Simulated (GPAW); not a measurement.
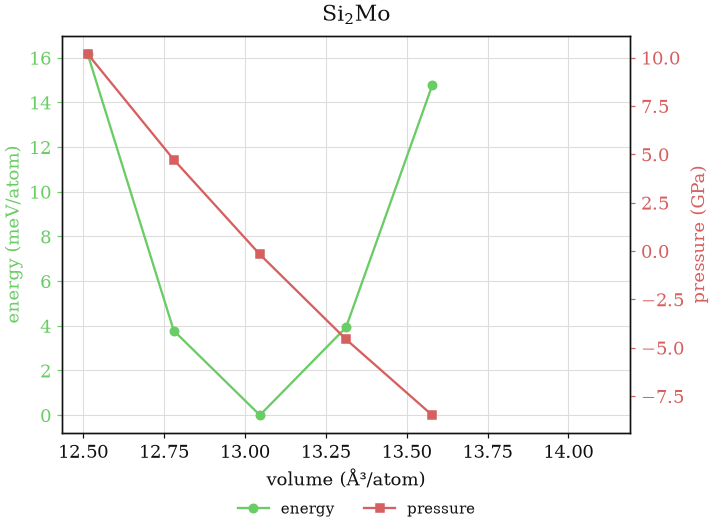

The picture above shows the energy and pressure against volume for Si₂Mo, space group P6_222 (No. 180).

Cell as given: a = 4.585 Å, b = 4.585 Å, c = 6.580 Å, α = 90.00°, β = 90.00°, γ = 120.00°; 9 atoms.

Calculation (GPAW 26.7.0): PAW DFT in plane waves, on a grid or in atomic orbitals, no spin polarisation; energies at scaled volumes of the given cell, shape and fractions fixed, counted from the fit's minimum, third-order Birch-Murnaghan fit. Level: LDA.

- k mesh: 5×5×3
- occupations: Fermi–Dirac
- smearing width: 0.05 eV
- potentials: GPAW PAW data sets (gpaw data 1.2.1)
- wave cutoff: 600 eV
- program settings: basis pw

The points at volume 13.85 Å³/atom and 14.11 Å³/atom are left out of the plot. What values does the calculation give there?

| volume (Å³/atom) | energy (meV/atom) | pressure (GPa) |
| --- | --- | --- |
| 13.85 | 31.77 | −12.00 |
| 14.11 | 54.29 | −15.14 |

Note: shape and atomic fractions are frozen while scaling, which makes layered, chain and framework solids too stiff.
